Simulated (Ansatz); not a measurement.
## C: geometry relaxation

The run: geometry relaxation of C (slab, 2 atoms in the cell). Method and program: DFT PBE+D3(BJ), scalar-relativistic, plane waves, PAW, PAW set soft_1, no spin polarisation (Ansatz 0.2.0).

The structure derives from an entry of the Crystallography Open Database. Figures and captions count atoms from 1; the log counts them from 0 in places.

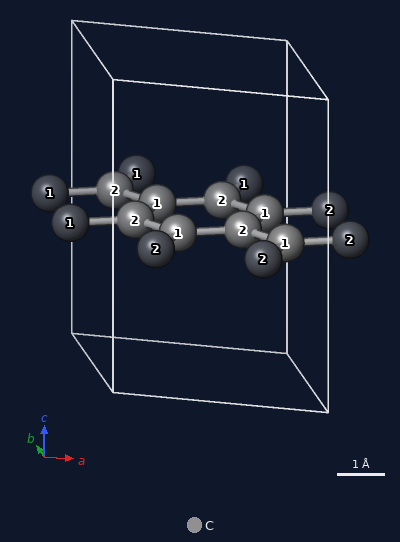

The starting structure (ball-and-stick view of the 2 × 2 repeat of the cell, with the vacuum cut short, seen slightly off an axis; neighbours outside the cell are drawn fainter; atoms are numbered from 1 in the order of the input). An atom can appear more than once, as a periodic image.

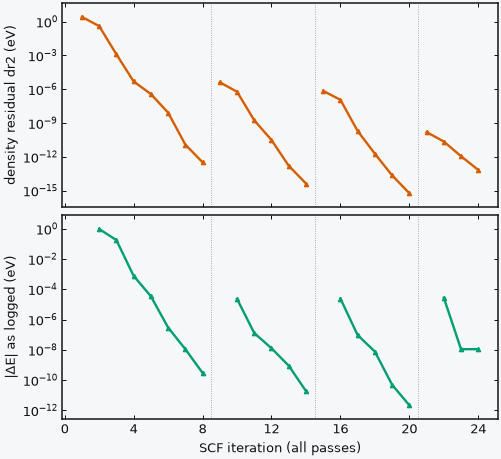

Convergence of the self-consistent field: density residual dr2 and size of the energy change against the SCF iteration. The dotted lines part the SCF passes of the relaxation: geometry steps, rejected trials and re-solves on a re-selected basis. The passes take 8, 6, 6 and 4 iterations.

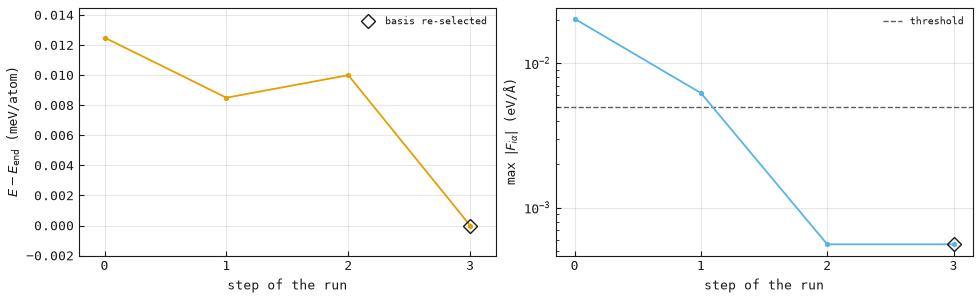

Progress of the relaxation, step by step (the first geometry is step 0 here and step 1 in the log). Over 2 geometry steps the energy falls by next to nothing (0.0 meV per atom). Largest force component: 0.02 eV/Å at the start, 0.00056 eV/Å at the end. No atom moves by more than 0.005 Å relative to the cell. A last SCF at the same geometry on a re-selected plane-wave basis shifts the energy by next to nothing (0.0 meV per atom).

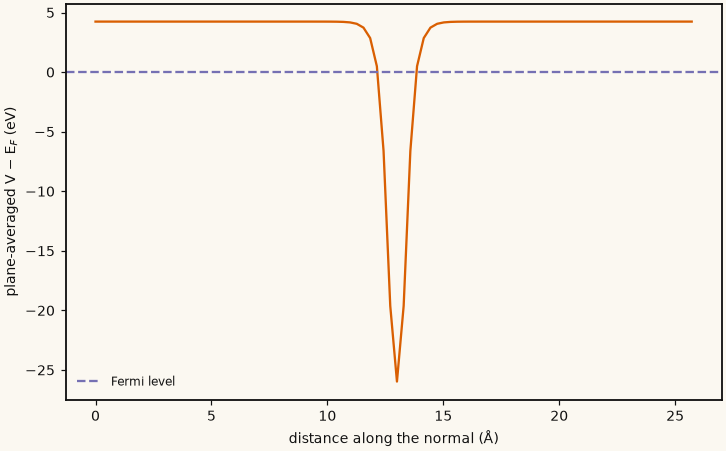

Plane average of the electrostatic potential energy of an electron across the cell, from the Fermi level. The vacuum level lies 4.24 eV above the Fermi level.

These pictures come from the run below.

## Input file
```yaml
crystal:
  lattice:
    - [2.4649574482, 0.0, 0.0]
    - [-1.2324787241, 2.1347157694, 0.0]
    - [0.0, 0.0, 26.0024170307]
  atoms:
    - { symbol: C, position: [0.6666666667, 0.3333333333, 0.4999767615] }
    - { symbol: C, position: [0.3333333333, 0.6666666667, 0.5000232385] }
  periodic: [true, true, false]
basis:
  ecutwfc: 420
kpoints:
  mp_grid: { grid: [21, 21, 1] }
hamiltonian:
  xc: pbe
  pseudopotentials: { kind: paw, azcp: { folder: soft_1 } }
  dispersion: d3bj
scf:
  occupations: { method: gaussian, width: 0.1 }
output:
  forces: true
  stress: true
  eigenvalues: true
relax:
  adjacent_minimum: "off"
  f_tol: 0.005
  max_steps: 80
  cell: { stress_2d_tol: 0.02 }
```

Launch command:
```bash
ansatz run input.yaml --threads 1 --pin off --max-ram 3072MiB --backend cpu --events-out ev --progress --plain --runs-dir out
```

## The program's output
```
Engine: ansatz 0.2.0, aarch64-unknown-linux-gnu
Pseudopotentials: kind: paw
Pseudopotential: C, paw, valence charge 4, recommended cutoff 420 eV (normal), [file]
Functional definition: PBE
  parameter kappa = 0.804
  parameter beta = 0.06672455060314922
  exchange = pbe_x(kappa = kappa, mu = beta*pi^2/3)
  correlation = pbe_c(beta = beta)
Crystal: 2 atoms, lattice volume = 136.824 Å³
Basis set: ecut = 420 eV, 2577 PW (Γ), exchange–correlation on 36×36×360 points (8 copies of the dense FFT grid, shifted against one another)
Bands: 8, of which v1, the nominal top of the filled ones, is band 4 counted from 1 (3 counted from 0)
Symmetry: 12 space group operations
Space group: P-3m1 (ITA 164), of the structure as read, at distance tolerance 5.2e-5 Å
k-points: 48 of 441
Non-local potential: C, projectors of the file, l = 0: 2, l = 1: 2, l = 2: 1
PAW form: soft (Blöchl's): semilocal exchange-correlation on the pseudo side does not see the compensation charge
PAW one-centre angular grid: C, 110 points (default); XC on 64 Gauss nodes
Initial density: superposition of atomic densities (neutral atoms: chi_scale 0, normalization atom)
Initial wavefunctions: pseudopotential atomic-orbital guess
Functional: x = pbe(κ = 0.804, μ = 0.2195149727645171), c = pbe(β = 0.06672455060314922)
SCF iter   1: F=—  HF=-503.226906 eV  |F-HF|=—  |Δ(HF+E_count)|=         —  Δρ=4.60e-2  dr2=2.65e0  ethr=3.10e-3  ⟨swp⟩=9.2  Hψ=4161  notcnv=0
preconditioner: auto → LDOS  [metal: Δε(μ)=0.000 eV  Ē_g=18.602 eV  σ=0.100 eV  W_gap=0.00  n_scr=14 (ndim 8)  ℏωp=9.0 eV  f_vac=0.817  D(μ)=0.10/eV (n_scr^D=2)  β→1.0]
SCF iter   2: F=—  HF=-502.241989 eV  |F-HF|=—  |Δ(HF+E_count)|=   9.85e-1  Δρ=1.63e-2  dr2=4.04e-1  ethr=3.10e-3  ⟨swp⟩=4.3  Hψ=1574  notcnv=0
SCF iter   3: F=—  HF=-502.062594 eV  |F-HF|=—  |Δ(HF+E_count)|=   1.79e-1  Δρ=1.01e-3  dr2=1.27e-3  ethr=3.10e-3  ⟨swp⟩=3.9  Hψ=1341  notcnv=0
SCF iter   4: F=—  HF=-502.061817 eV  |F-HF|=—  |Δ(HF+E_count)|=   7.76e-4  Δρ=8.14e-5  dr2=4.98e-6  ethr=1.59e-5  ⟨swp⟩=3.4  Hψ=992  notcnv=0
SCF iter   5: F=—  HF=-502.061852 eV  |F-HF|=—  |Δ(HF+E_count)|=   3.50e-5  Δρ=1.57e-5  dr2=3.80e-7  ethr=1.25e-9  ⟨swp⟩=15.5  Hψ=4364  notcnv=0
iter 6 did not close the SCF: its close was put off until two iterations running show no level that it waits for move by more than its bar (scf_convergence_deferred on its scf_iter line)
SCF iter   6: F=-502.061853 eV  HF=-502.061853 eV  |F-HF|=9.43e-9  |Δ(HF+E_count)|=   2.98e-7  Δρ=2.50e-6  dr2=8.43e-9  ethr=1.25e-9  ⟨swp⟩=10.5  Hψ=2602  notcnv=0
iter 7 did not close the SCF: its close was put off until two iterations running show no level that it waits for move by more than its bar (scf_convergence_deferred on its scf_iter line)
SCF iter   7: F=-502.061853 eV  HF=-502.061853 eV  |F-HF|=3.07e-10  |Δ(HF+E_count)|=   1.11e-8  Δρ=1.27e-7  dr2=1.24e-11  ethr=1.05e-10  ⟨swp⟩=4.8  Hψ=2027  notcnv=0
SCF iter   8: F=-502.061853 eV  HF=-502.061853 eV  |F-HF|=4.77e-12  |Δ(HF+E_count)|=  2.99e-10  Δρ=2.00e-8  dr2=3.35e-13  ethr=1.00e-12  ⟨swp⟩=2.0  Hψ=1406  notcnv=0
SCF 1 converged in 8 iterations: F = -502.061853 eV  dr2 = 3.35e-13
  greatest PAW one-centre occupation: 0.673 electrons in one spin orbital (limit 2), on the C atom at site 1 (counted from 0), in its partial waves of l = 0
relax step   1: F+E_penalty+E_count = -502.06185254 eV  Δ(F+E_penalty+E_count) = +0.000e0 eV  max|allowed force component| = 2.032e-2 eV/Å  Δτ_max = 0.0000 Å  P = +0.129 N/m  Ω = 136.824 Å³  fix = [c, alpha, beta]  reactions: c +0.000 N/m  (8 SCF iters, dr2 threshold 1.00e-7 eV, accepted)
Crystal: 2 atoms, lattice volume = 136.877 Å³
Initial density: handed on by an earlier stage of this run
Initial wavefunctions: those handed on with the density
iter 1 solved again at ethr=6.95e-8 eV; its pass at ethr=3.10e-3 eV (dr2=5.56e-6 eV) is discarded
SCF iter   1: F=—  HF=-502.061838 eV  |F-HF|=—  |Δ(HF+E_count)|=         —  Δρ=6.69e-5  dr2=4.19e-6  ethr=6.95e-8  ⟨swp⟩=3.5  Hψ=2864  notcnv=0
preconditioner: auto → LDOS  [metal: Δε(μ)=0.000 eV  Ē_g=16.192 eV  σ=0.100 eV  W_gap=0.00  n_scr=14 (ndim 8)  ℏωp=9.0 eV  f_vac=0.834  D(μ)=0.10/eV (n_scr^D=2)  β→1.0]
SCF iter   2: F=—  HF=-502.061861 eV  |F-HF|=—  |Δ(HF+E_count)|=   2.33e-5  Δρ=2.14e-5  dr2=6.09e-7  ethr=5.24e-8  ⟨swp⟩=2.1  Hψ=587  notcnv=0
iter 3 did not close the SCF: its close was put off until two iterations running show no level that it waits for move by more than its bar (scf_convergence_deferred on its scf_iter line)
SCF iter   3: F=-502.061861 eV  HF=-502.061861 eV  |F-HF|=1.33e-8  |Δ(HF+E_count)|=   1.29e-7  Δρ=1.44e-6  dr2=1.77e-9  ethr=5.20e-10  ⟨swp⟩=8.8  Hψ=3084  notcnv=0
iter 4 did not close the SCF: its close was put off until two iterations running show no level that it waits for move by more than its bar (scf_convergence_deferred on its scf_iter line)
SCF iter   4: F=-502.061861 eV  HF=-502.061861 eV  |F-HF|=9.12e-10  |Δ(HF+E_count)|=   1.27e-8  Δρ=2.25e-7  dr2=3.16e-11  ethr=2.21e-11  ⟨swp⟩=3.4  Hψ=1860  notcnv=0
iter 5 did not close the SCF: its close was put off until two iterations running show no level that it waits for move by more than its bar (scf_convergence_deferred on its scf_iter line)
SCF iter   5: F=-502.061861 eV  HF=-502.061861 eV  |F-HF|=2.40e-11  |Δ(HF+E_count)|=  8.91e-10  Δρ=1.72e-8  dr2=1.64e-13  ethr=1.00e-12  ⟨swp⟩=2.8  Hψ=1659  notcnv=0
SCF iter   6: F=-502.061861 eV  HF=-502.061861 eV  |F-HF|=5.51e-12  |Δ(HF+E_count)|=  1.89e-11  Δρ=2.00e-9  dr2=4.37e-15  ethr=1.00e-12  ⟨swp⟩=1.6  Hψ=1227  notcnv=0
SCF 2 converged in 6 iterations: F = -502.061861 eV  dr2 = 4.37e-15
relax step   2: F+E_penalty+E_count = -502.06186121 eV  Δ(F+E_penalty+E_count) = -8.662e-6 eV  max|allowed force component| = 6.219e-3 eV/Å  Δτ_max = 0.0008 Å  P = +0.046 N/m  Ω = 136.877 Å³  energy of the carried Pulay correction = -1.348e-5 eV  fix = [c, alpha, beta]  reactions: c +0.000 N/m  (6 SCF iters, dr2 threshold 4.16e-8 eV, accepted)
Crystal: 2 atoms, lattice volume = 136.901 Å³
iter 1 solved again at ethr=9.79e-9 eV; its pass at ethr=3.10e-3 eV (dr2=7.83e-7 eV) is discarded
SCF iter   1: F=—  HF=-502.061833 eV  |F-HF|=—  |Δ(HF+E_count)|=         —  Δρ=2.33e-5  dr2=7.22e-7  ethr=9.79e-9  ⟨swp⟩=3.1  Hψ=2840  notcnv=0
preconditioner: auto → LDOS  [metal: Δε(μ)=0.000 eV  Ē_g=16.191 eV  σ=0.100 eV  W_gap=0.00  n_scr=14 (ndim 8)  ℏωp=9.0 eV  f_vac=0.834  D(μ)=0.10/eV (n_scr^D=2)  β→1.0]
SCF iter   2: F=—  HF=-502.061857 eV  |F-HF|=—  |Δ(HF+E_count)|=   2.45e-5  Δρ=8.80e-6  dr2=1.17e-7  ethr=9.03e-9  ⟨swp⟩=2.2  Hψ=596  notcnv=0
iter 3 did not close the SCF: its close was put off until two iterations running show no level that it waits for move by more than its bar (scf_convergence_deferred on its scf_iter line)
SCF iter   3: F=-502.061858 eV  HF=-502.061858 eV  |F-HF|=7.68e-9  |Δ(HF+E_count)|=   9.41e-8  Δρ=4.68e-7  dr2=2.00e-10  ethr=6.67e-11  ⟨swp⟩=8.2  Hψ=2944  notcnv=0
iter 4 did not close the SCF: its close was put off until two iterations running show no level that it waits for move by more than its bar (scf_convergence_deferred on its scf_iter line)
SCF iter   4: F=-502.061858 eV  HF=-502.061858 eV  |F-HF|=5.28e-11  |Δ(HF+E_count)|=   7.67e-9  Δρ=5.72e-8  dr2=1.93e-12  ethr=2.50e-12  ⟨swp⟩=3.6  Hψ=1925  notcnv=0
iter 5 did not close the SCF: its close was put off until two iterations running show no level that it waits for move by more than its bar (scf_convergence_deferred on its scf_iter line)
SCF iter   5: F=-502.061858 eV  HF=-502.061858 eV  |F-HF|=7.96e-13  |Δ(HF+E_count)|=  4.91e-11  Δρ=6.19e-9  dr2=2.29e-14  ethr=1.00e-12  ⟨swp⟩=2.6  Hψ=1431  notcnv=0
SCF iter   6: F=-502.061858 eV  HF=-502.061858 eV  |F-HF|=2.73e-12  |Δ(HF+E_count)|=  2.16e-12  Δρ=6.68e-10  dr2=5.98e-16  ethr=1.00e-12  ⟨swp⟩=1.1  Hψ=1002  notcnv=0
SCF 3 converged in 6 iterations: F = -502.061858 eV  dr2 = 5.98e-16
relax step   3: F+E_penalty+E_count = -502.06185755 eV  Δ(F+E_penalty+E_count) = +3.654e-6 eV  max|allowed force component| = 5.583e-4 eV/Å  Δτ_max = 0.0002 Å  P = +0.007 N/m  Ω = 136.901 Å³  energy of the carried Pulay correction = -1.986e-5 eV  fix = [c, alpha, beta]  reactions: c +0.000 N/m  (6 SCF iters, dr2 threshold 5.34e-9 eV, accepted)
Initial wavefunctions: pseudopotential atomic-orbital guess (no wavefunctions were taken with the density)
iter 1 solved again at ethr=1.99e-7 eV; its pass at ethr=3.10e-3 eV (dr2=1.59e-5 eV) is discarded
SCF iter   1: F=—  HF=-502.061850 eV  |F-HF|=—  |Δ(HF+E_count)|=         —  Δρ=1.35e-6  dr2=1.59e-10  ethr=1.99e-7  ⟨swp⟩=5.2  Hψ=5325  notcnv=0
eigensolver tolerance schedule: the retry pair's looser diagonalisation over-reported the residual by 99803.62 of it (diagonalisation noise at an unbounded share of the residual, at the tolerance the schedule requests for it); recorded, not acted on — ethr = c·dr2/N_el stays at c = 1.0e-1
preconditioner: auto → LDOS  [metal: Δε(μ)=0.000 eV  Ē_g=16.182 eV  σ=0.100 eV  W_gap=0.00  n_scr=14 (ndim 8)  ℏωp=9.0 eV  f_vac=0.834  D(μ)=0.10/eV (n_scr^D=2)  β→1.0]
SCF iter   2: F=—  HF=-502.061878 eV  |F-HF|=—  |Δ(HF+E_count)|=   2.79e-5  Δρ=2.79e-7  dr2=2.33e-11  ethr=1.99e-12  ⟨swp⟩=5.2  Hψ=1078  notcnv=0
iter 3 met the thresholds in force, and the SCF goes on: an eigenvalue changes by 6.83 meV, over its tolerance of 1.00 meV (output.eigenvalues, Limitations)
SCF iter   3: F=-502.061878 eV  HF=-502.061878 eV  |F-HF|=1.11e-8  |Δ(HF+E_count)|=   1.10e-8  Δρ=6.70e-8  dr2=1.15e-12  ethr=1.00e-12  ⟨swp⟩=12.4  Hψ=3257  notcnv=0
SCF iter   4: F=-502.061878 eV  HF=-502.061878 eV  |F-HF|=4.95e-12  |Δ(HF+E_count)|=   1.11e-8  Δρ=7.64e-9  dr2=7.03e-14  ethr=1.00e-12  ⟨swp⟩=6.8  Hψ=2209  notcnv=0
SCF 4 converged in 4 iterations: F = -502.061878 eV  dr2 = 7.03e-14
relax step   4: F+E_penalty+E_count = -502.06187803 eV  Δ(F+E_penalty+E_count) = -2.048e-5 eV  max|allowed force component| = 5.582e-4 eV/Å  Δτ_max = 0.0000 Å  P = +0.008 N/m  Ω = 136.901 Å³  fix = [c, alpha, beta]  reactions: c +0.000 N/m  stress off target by 7.79e-3 N/m on what of the cell is left free  SCF on the basis re-selected at this cell (its energy is not comparable with the rows above)  (4 SCF iters)
basis re-selected at this cell: Δ(F+E_penalty+E_count) = -2.048e-5 eV, ΔP = +0.001 N/m vs the last step (what re-selecting the basis moved, of the pressure what is left beyond the Pulay correction that the steps carried, after the strain that the cell walked since its last selection, with what the two solves' SCF thresholds leave and, on support functions, any second-order correction that the steps lacked; it is no measure of the basis error at this ecutwfc). This SCF's stress stands 7.79e-3 N/m from its target on what of the cell is left free (relax.cell.stress_2d_tol is 2.00e-2 N/m) and its largest allowed force component is 5.58e-4 eV/Å (relax.f_tol is 5.00e-3 eV/Å): within both
SCF converged after 4 iterations
an eigenvalue changed by more than its tolerance at an iteration that met the thresholds in force, so the SCF went on 1 time: the last check found none over its tolerance
Free energy (F): -502.061878 eV
Harris-Foulkes:  -502.061878 eV  (|F-HF|=4.95e-12)
Internal energy: -502.061366 eV  (E = F + TS)
E sigma→0 (E₀):  -502.061622 eV
Entropy (-TS):   -0.000512 eV (-0.256 meV/atom)
Fermi energy:    -4.243093 eV
--- Per-component energies (eV) ---
  E_band       = -107.163399
  E_kinetic    = 176.910799
  E_local      = -6737.313616  (includes V_loc(G=0)·N_el)
  E_nonlocal   = 46.863402
  E_hartree    = 3268.807870
  E_xc         = -93.855447
  E_vxc        = -115.561907  (∫ρ·V_xc dr)
  E_paw        = -200.193010  (= ΣΔE_a)
  E_vpaw       = -15.677860  (= ΣTr[D̂ρ^β])
  E_aug_tail   = 0.000033  (compensation charges beyond the density's cutoff)
  E_ewald      = 3036.895729
  E_disp       = -0.177126  (pairwise vdW)
  E_smearing   = -0.000512  (= −TS)
  E_closure    = -0.000000  (closes the sum)
  Σ components = -502.061878   (vs F -502.061878, Δ=0.00e0)
--- Forces (eV/Å), atoms counted from 1 ---
  atom   1  C     -0.00000000     0.00000000    -0.00055823
  atom   2  C      0.00000000     0.00000000     0.00055823
  max |Σ_I F_I| component: 0.00e0 eV/Å
--- 2D stress c σ (N/m, compression-positive) ---
        0.007791      -0.000000      -0.000000
        0.000000       0.007791       0.000000
       -0.000000       0.000000       0.000000
  P = ½ c Tr σ = 0.0078 N/m
--- Band table (eV; the first three rows and the last of 48) ---
  k-point 0: bands = ["-23.7731", "-11.8688", "-7.2874", "-7.2874", "-0.9831 (-0.9832°)", "-0.2138 (-0.2222°)", "0.3813", "0.5777"]
  k-point 1: bands = ["-23.7196", "-11.8047", "-7.5078", "-7.4034", "-0.9104 (-0.9105°)", "-0.1400 (-0.1483°)", "0.4558", "0.6520"]
  k-point 2: bands = ["-23.5591", "-11.6127", "-8.1262", "-7.7214", "-0.6922 (-0.6923°)", "0.0813 (0.0732°)", "0.6793", "0.8747"]
  k-point 47: bands = ["-16.8522", "-16.8522", "-14.8165", "-4.2431", "-4.2431", "6.3743", "8.6272", "8.6272"]
  ° read free of the cell's end (the report's vacuum.weakly_bound_levels)
--- Relaxed structure (3 steps of the walk, 3 accepted, 1 SCFs on fresh bases) ---
  F+E_penalty+E_count = -502.06187803 eV   max|allowed force component| = 5.582e-4 eV/Å   (the final SCF, on the basis selected at the relaxed cell)
  cell:  # Å, volume = 136.9015 Å³
    - [2.465652440938218, 6.141921363686075e-35, 4.4378968390724056e-100]
    - [-1.232826220469109, 2.135317650755607, -3.424620827898909e-100]
    - [4.681461922709918e-99, -1.4685981719031786e-99, 26.0024170307]
  atoms:
    - { symbol: C, position: [0.6666666666666666, 0.3333333333333333, 0.5000006382897363] }
    - { symbol: C, position: [0.3333333333333333, 0.6666666666666666, 0.4999993617102635] }
```

## Trajectory as extended XYZ (Å, eV, eV/Å), 4 frames, from step=1 to step=4
```
2
Lattice="2.4650 0.0000 0.0000 -1.2325 2.1347 0.0000 0.0000 0.0000 26.0024" Properties=species:S:1:pos:R:3:forces:R:3 step=1 energy=-502.06185
C     1.2325    0.7116   13.0006    0.0000   0.0000   0.0203
C     0.0000    1.4231   13.0018    0.0000   0.0000  -0.0203
2
Lattice="2.4654 0.0000 0.0000 -1.2327 2.1351 0.0000 0.0000 0.0000 26.0024" Properties=species:S:1:pos:R:3:forces:R:3 step=2 energy=-502.06186
C     1.2327    0.7117   13.0014    0.0000   0.0000  -0.0062
C     0.0000    1.4234   13.0010    0.0000   0.0000   0.0062
2
Lattice="2.4657 0.0000 0.0000 -1.2328 2.1353 0.0000 0.0000 0.0000 26.0024" Properties=species:S:1:pos:R:3:forces:R:3 step=3 energy=-502.06186
C     1.2328    0.7118   13.0012    0.0000   0.0000  -0.0006
C     0.0000    1.4235   13.0012    0.0000   0.0000   0.0006
2
Lattice="2.4657 0.0000 0.0000 -1.2328 2.1353 0.0000 0.0000 0.0000 26.0024" Properties=species:S:1:pos:R:3:forces:R:3 step=4 energy=-502.06188
C     1.2328    0.7118   13.0012    0.0000   0.0000  -0.0006
C     0.0000    1.4235   13.0012    0.0000   0.0000   0.0006
```

## Results in brief

```csv
quantity,value
outcome,converged
electrons treated,8
free energy,−502.0619 eV
"work function, top face",4.24 eV
"work function, bottom face",4.24 eV
Fermi energy,−4.243 eV
gap on the k-point mesh,none (metallic)
final volume,136.90 Å³
work function (upper face),4.24 eV
largest force (length of the vector) at the end,0.001 eV/Å
hardware,"1 thread of Arm Neoverse N1, 24 GiB of memory available, shared host"
wall time,35 s
peak memory,0.38 GiB
```
